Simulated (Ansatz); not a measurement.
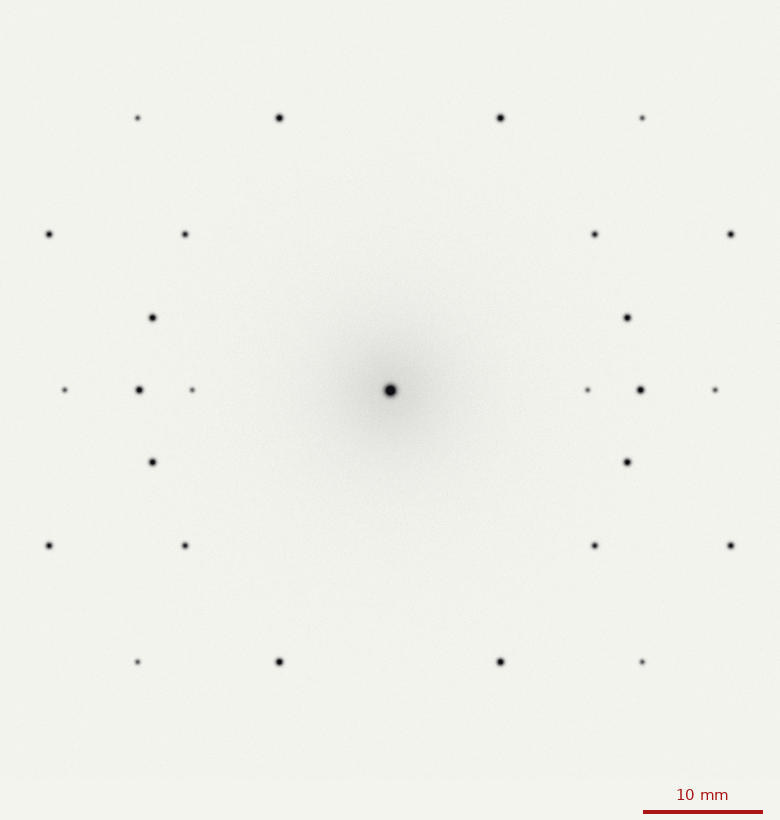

Simulated X-ray rotation photograph: Cu Kα radiation (λ = 1.5418 Å), cylindrical film of radius 28.65 mm unrolled, rotation axis vertical and normal to the beam, kinematic intensities without Lorentz or polarisation factors, the film spanning ±63° about the beam; spots down to d = 1.52 Å.

**What lattice repeat along the rotation axis do the layer lines give?**

The first layer line lies 6.1 mm from the equator, so tan ν = 0.213, sin ν = 0.208 and the period is λ/sin ν = 7.40 Å. Further lines follow at 13.1, 23.0 mm.

The crystal is Ru, space group P6/mmm (No. 191), a = 4.27 Å, c = 2.68 Å (hexagonal axes). Structure: coordinates from a relaxation with Ansatz 0.2.0, DFT, PBE, plane waves (420 eV) with PAW, scalar-relativistic; the starting structure was generated, so it need not be a known form of this composition.

**About which axis was it rotated?**

About [210] (or an equivalent direction), whose length in the conventional cell is 7.395 Å.
